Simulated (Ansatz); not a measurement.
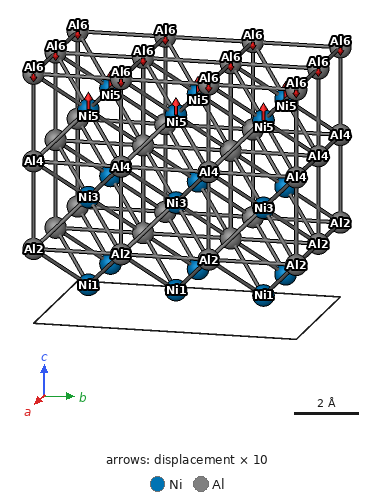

A constrained relaxation of a slab of composition AlNi (cut from the Pm-3m phase). The starting structure is drawn; red arrows show the displacements, 10 times their true length.

Style: ball-and-stick. Shown: the 2 × 3 repeat of the cell, outlined in the plane, without the vacuum, slightly off an axis.

Case: clean slab, lower half held. The slab is the (1 0 0) face of AlNi. 3 atoms are held fixed.

The calculation used DFT PBEsol, scalar-relativistic, plane waves, PAW (Ansatz 0.2.0).

Input
```yaml
crystal:
  lattice:
    - [2.8621655562, 0.0, 0.0]
    - [0.0, 2.8621655562, 0.0]
    - [0.0, 0.0, 24.1554138905]
  atoms:
    - { symbol: Ni, position: [0.5, 0.5, 0.3518879883] }
    - { symbol: Al, position: [0.0, 0.0, 0.411132793] }
    - { symbol: Ni, position: [0.5, 0.5, 0.4703775977] }
    - { symbol: Al, position: [0.0, 0.0, 0.5296224023] }
    - { symbol: Ni, position: [0.5, 0.5, 0.588867207] }
    - { symbol: Al, position: [0.0, 0.0, 0.6481120117] }
basis:
  ecutwfc: 420
kpoints:
  mp_grid: { grid: [10, 10, 1] }
hamiltonian:
  xc: pbesol
scf:
  occupations: { method: gaussian, width: 0.1 }
output:
  forces: true
  eigenvalues: true
  write_density: true
  write_potential: true
  elf: true
  volumetric_format: npy
relax:
  adjacent_minimum: "off"
  f_tol: 0.03
  max_steps: 70
  constraints: [{ sites: [0, 1, 2] }]
efield:
  axis: 3
  dipole_correction: true
  ramp_width: 0.04
```

Run as
```bash
ansatz run input.yaml --threads 2 --pin off --max-ram 5120MiB --backend cpu --events-out ev --progress --plain --runs-dir out
```

**What happened in the run?**

The largest move is that of Ni5, 0.059 Å along the normal (+c). Largest moves by element: Ni 0.059 Å, Al 0.028 Å. The cell stays as it was. Near-neighbour distances that change, for instance: Ni5–Al6 2.479 → 2.429 Å, Al4–Ni5 2.479 → 2.512 Å, Al4–Al6 2.862 → 2.831 Å. The energy falls by 14.7 meV per cell of the calculation in 3 geometry steps. Largest force component: 0.37 eV/Å at the start, 0.018 eV/Å at the end.

Limits of the set-up: an element that often carries a moment was run without spin polarisation.
